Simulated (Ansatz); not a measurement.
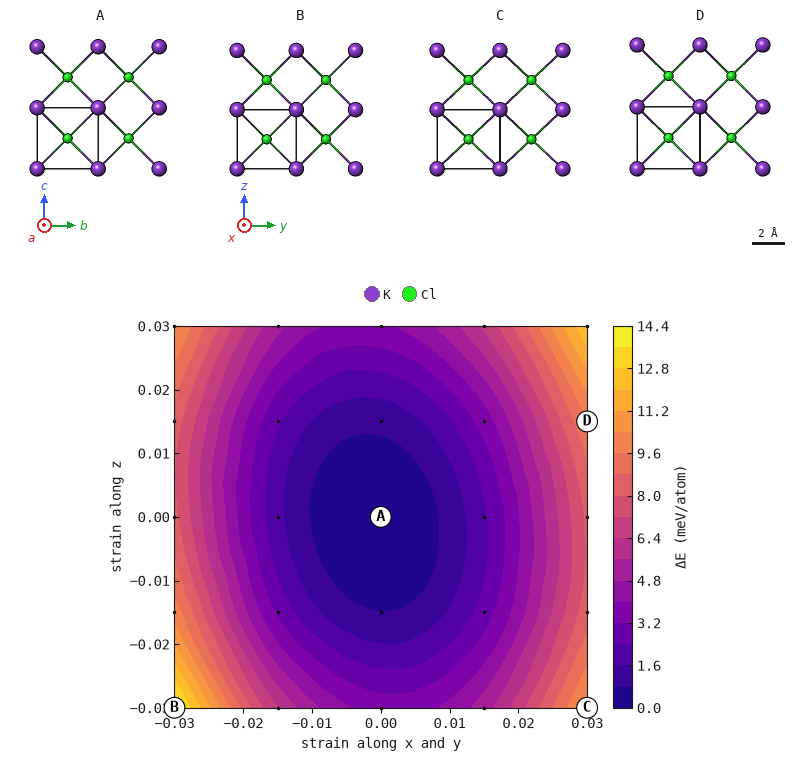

Energy scan for solid KCl (Pm-3m), in which the cell is strained equally along x and y and separately along z, with the atoms kept at their fractional coordinates. x, y and z are the Cartesian axes of the input. The map is interpolated between the computed points (dots). The lettered frames are marked on it. The picture is a ball-and-stick view of the cell of the calculation, repeated 2 × 2 × 2 with one cell outlined, seen along the a axis.

Level of theory: DFT PBE, scalar-relativistic, plane waves, PAW in Ansatz 0.2.0. Set-up: plane-wave cutoff 420 eV; k-point mesh 6 × 6 × 6; occupations gaussian; smearing width 0.05 eV; no spin polarisation. Energies (free energies at the smearing named) are counted from the cell as listed in its source, which wasn't relaxed.

Question: Where is the lowest point of the map, and what else does it tell?

Answer: In pairs of (strain along x and y; strain along z): the lowest computed point lies at (0.000, 0.000) (0.0 meV/atom), the highest at (−0.030, −0.030) (14.0 meV/atom). The valley is tilted: raising the in-plane strain is made harder by raising the strain along z (cross term 0.12 of the geometric mean of the two curvatures). Over the ranges scanned the energy rises more along the first axis, the in-plane strain. The pressure runs from −1.4 GPa at (0.030, 0.030) to 2.0 GPa at (−0.030, −0.030). The frames lie at A (0.000, 0.000): 0.0 meV/atom, B (−0.030, −0.030): 14.0 meV/atom, C (0.030, −0.030): 10.7 meV/atom, D (0.030, 0.015): 9.6 meV/atom.

The computed points:

Rows: strain along x and y; columns: strain along z; values in meV/atom.

```
        −0.030  −0.015  0.000  0.015  0.030
−0.030    14.0    10.0    8.2    8.4   10.5
−0.015     6.4     3.1    1.8    2.5    5.0
 0.000     3.6     0.8    0.0    1.1    3.9
 0.015     5.2     2.8    2.2    3.5    6.5
 0.030    10.7     8.5    8.1    9.6   12.7
```
